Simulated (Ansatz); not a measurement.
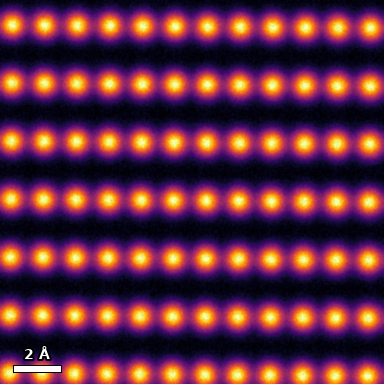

HAADF-like image of a crystal. The image is simulated as a sum over atoms of Z^1.7, blurred by a 0.83 Å probe (no channelling). The probe carries 25 % of its weight in a tail 2.5 times as wide. The display is stretched by a gamma of 0.8; percentages refer to the linear signal. Shot noise was added.

> Measure the repeat of the pattern.

The pattern repeats on a rectangular net of 1.4 × 2.5 Å.

> Which plane group does this projection have?

p2mm: mirror lines in two perpendicular directions, with twofold points where they cross.

> How many columns does the smallest repeating cell hold, and how many levels of brightness?

1 column in the primitive cell of 3.4 Å², all of one brightness.

The crystal is W (P6_3/mmc, No. 194) seen along [210]. Model: the geometry relaxed with DFT, PBE, plane waves (420 eV) with PAW, scalar-relativistic (Ansatz 0.2.0); the starting structure was generated, so it need not be a known form of this composition.
